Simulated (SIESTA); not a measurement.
**MgB2: 7 runs along one coordinate**

System: MgB2 (P6/mmm, 3 atoms in the cell).
Method: Kohn-Sham DFT of a periodic cell, PBEsol, PseudoDojo 0.4 standard, converted to PSML, no spin polarisation (SIESTA 5.4.2).

The 7 runs differ only in the geometry, by an even scaling of the cell at fixed fractional positions. The structure derives from an entry of the Crystallography Open Database.

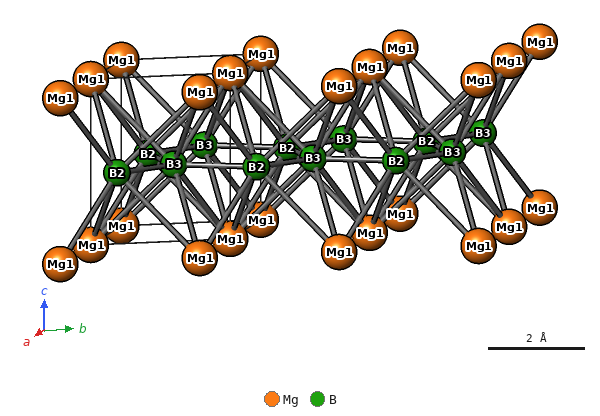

Figure 1. The structure of run 4 (ball-and-stick view of the cell of the calculation, repeated 2 × 3 × 1, seen slightly off an axis; atoms are numbered from 1 in the order of the input). An atom can appear more than once, as a periodic image.

**Input of run 4**
```
SystemName                      MgB2
SystemLabel                     MgB2
NumberOfSpecies                 2
NumberOfAtoms                   3
%block ChemicalSpeciesLabel
  1  12 Mg
  2   5 B
%endblock ChemicalSpeciesLabel

LatticeConstant                 1.0 Ang
%block LatticeVectors
     3.0850000000     0.0000000000     0.0000000000
    -1.5425000000     2.6716883707     0.0000000000
     0.0000000000     0.0000000000     3.5230000000
%endblock LatticeVectors
AtomicCoordinatesFormat         Fractional
%block AtomicCoordinatesAndAtomicSpecies
     0.0000000000     0.0000000000     0.0000000000  1  Mg
     0.6666666667     0.3333333333     0.5000000000  2  B
     0.3333333333     0.6666666667     0.5000000000  2  B
%endblock AtomicCoordinatesAndAtomicSpecies

%block kgrid.MonkhorstPack
   10   0   0  0.0
    0  10   0  0.0
    0   0   8  0.0
%endblock kgrid.MonkhorstPack
XC.Functional                   GGA
XC.Authors                      PBEsol
PAO.BasisSize                   DZP
PAO.EnergyShift                 0.003 Ry
Mesh.Cutoff                     800 Ry
OccupationFunction              FD
ElectronicTemperature           0.05 eV
MaxSCFIterations                120
SCF.MustConverge                false
SCF.Mixer.Method                Pulay
SCF.Mixer.Weight                0.25
SCF.Mixer.History               8
SCF.DM.Tolerance                5.0e-05
SCF.H.Tolerance                 1.0e-03 eV
WriteForces                     true
Charge.Mulliken                 end
%block PAO.Basis
  Mg 4
  n=2 0 2
    2.604 0.000
  n=3 0 2
    8.229 0.000
  n=2 1 2
    2.943 0.000
  n=3 1 1
    8.229
%endblock PAO.Basis
```

Command:
```bash
siesta < MgB2.fdf > MgB2.out 2>&1
```

Run 2 differs from it as follows:
```diff
-     3.0850000000     0.0000000000     0.0000000000
-    -1.5425000000     2.6716883707     0.0000000000
-     0.0000000000     0.0000000000     3.5230000000
+     3.0433056997     0.0000000000     0.0000000000
+    -1.5216528499     2.6355800475     0.0000000000
+     0.0000000000     0.0000000000     3.4753860551
```

**Results, with one run withheld**

| run | volume per atom (Å³) | free energy per atom, from the lowest run given (meV) | pressure (GPa) |
| --- | --- | --- | --- |
| 1 | 9.098 | 27.90 | 12.88 |
| 2 | 9.292 | ? | ? |
| 3 | 9.485 | 5.79 | 5.64 |
| 4 | 9.679 | 0.95 | 2.39 |
| 5 | 9.873 | 0.00 | −0.72 |
| 6 | 10.066 | 2.59 | −3.50 |
| 7 | 10.260 | 8.37 | −6.02 |

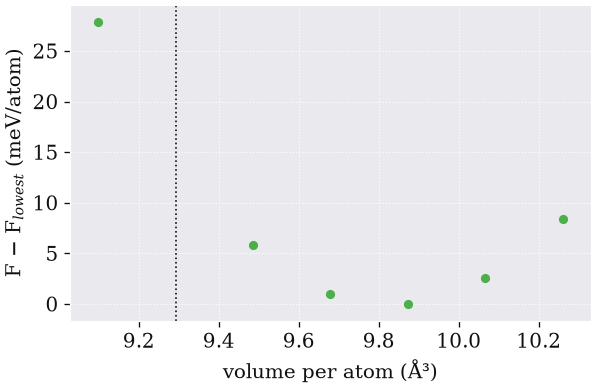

Figure 2. Free energy per atom of the runs given; the dotted line marks run 2.

Fit the runs given and predict run 2.

A cubic polynomial in V^(−2/3) (the Birch–Murnaghan form), fitted to the 6 runs given, misses them by at most 0.03 meV per atom. With x = V^(−2/3) − 0.21940 Å⁻², it reads F = 0.36209 + 624.89 x + 2.1605e+05 x² − 5.8912e+05 x³ (meV per atom). At run 2 it gives 14.60 meV per atom, and the run itself gives 14.67. The slope of the fit gives a pressure −dF/dV of 9.11 GPa there, and the run prints 9.11 GPa. The fit has its minimum at 9.827 Å³ per atom, where V d²F/dV² gives 150 GPa. Cell shape and fractional positions are held, so this is the stiffness under even scaling; the relaxed bulk modulus wasn't computed.

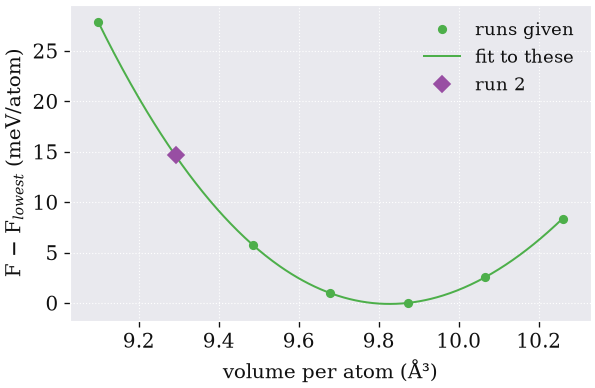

Figure 3. The fit and the withheld run.

**Some lines of the output (run 2)**
```
[...]
outcell: Cell volume (Ang**3)        :     27.8756
stepf: Fermi-Dirac step function
siesta: Etot    =     -1771.608127
siesta: FreeEng =     -1771.611531
        iscf     Eharris(eV)        E_KS(eV)     FreeEng(eV)     dDmax    Ef(eV) dHmax(eV)
siesta: E_KS(eV) =            -1773.1084
siesta: E_KS - E_eggbox =     -1773.1084
siesta: Etot    =     -1773.108409
siesta: FreeEng =     -1773.114598
siesta:         Fermi =      -6.843849
siesta: Cell volume =         27.875640 Ang**3
    Orbital volume contribution        =           3.014043 eV
```

Notes: Points of doubt noted for this run: mulliken charges of long orbitals. With a small basis of atomic orbitals these values can differ much from converged plane-wave results.
